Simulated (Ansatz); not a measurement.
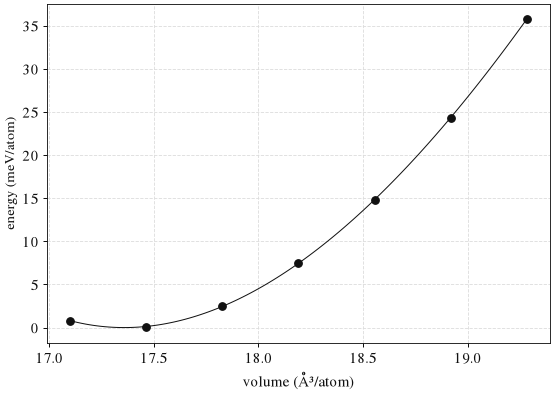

The plot gives the computed energy against volume for Ga, space group P2_1/m (No. 11).

Starting cell:
```xyz
2
Lattice="2.7784 0.0000 0.0000 0.0000 3.2816 0.0000 -1.3434 0.0000 3.9903" Properties=species:S:1:pos:R:3 pbc="T T T"
Ga   -0.6607    2.4612    3.0732
Ga    2.0957    0.8204    0.9171
```

Calculation (Ansatz 0.2.0): all-electron LAPW DFT, no spin polarisation; energies at scaled volumes of the given cell, shape and fractions fixed, counted from the fit's minimum, third-order Birch-Murnaghan fit. Level: LDA.

k mesh 10×8×7; occupations Fermi–Dirac; smearing width 0.05 eV; potentials all electron LAPW, scalar relativistic; program settings basis error eV/atom 0.001.

From this curve and the settings, what does the calculation give for the pressure at the same points?

The pressure falls from 1.04 GPa at volume 17.10 Å³/atom to −5.41 GPa at 19.28 Å³/atom, and changes sign near 17.36 Å³/atom.

```
volume (Å³/atom)  pressure (GPa)
           17.10            1.04
           17.46           -0.39
           17.83           -1.64
           18.19           -2.74
           18.55           -3.73
           18.92           -4.63
           19.28           -5.41
```

Limits of the calculation: shape and atomic fractions are frozen while scaling, which makes layered, chain and framework solids too stiff.
